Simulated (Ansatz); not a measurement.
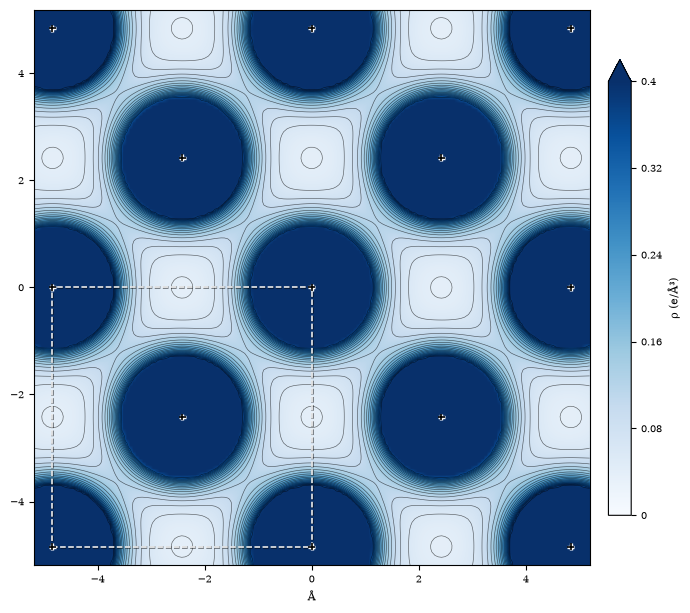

The valence pseudo-density on a plane through atoms (crosses mark nuclei in the plane).

All numbers below come from Ansatz 0.2.0, DFT PBEsol, scalar-relativistic, plane waves, PAW.

Candidates:
A. Tl, a = 4.84 Å, b = 4.84 Å, c = 3.45 Å, α = 90.00°, β = 132.29°, γ = 90.00°. Space group C2/m; a structure from a database of computed crystals, not necessarily the ambient phase; changed on purpose from its base cell (engineering shear strain xz -0.0400, normal strain along z +0.0550); computed without spin polarisation.
B. CO2, a = 5.80 Å, b = 5.80 Å, c = 5.80 Å, α = 90.00°, β = 90.00°, γ = 90.00°. Space group Pa-3.

### Which system is this?

Candidate A: Tl on the (001) plane of the conventional cell, which holds Tl. Tl–Tl (3.42 Å): the density is about 0.12 e/Å³ at the midpoint.
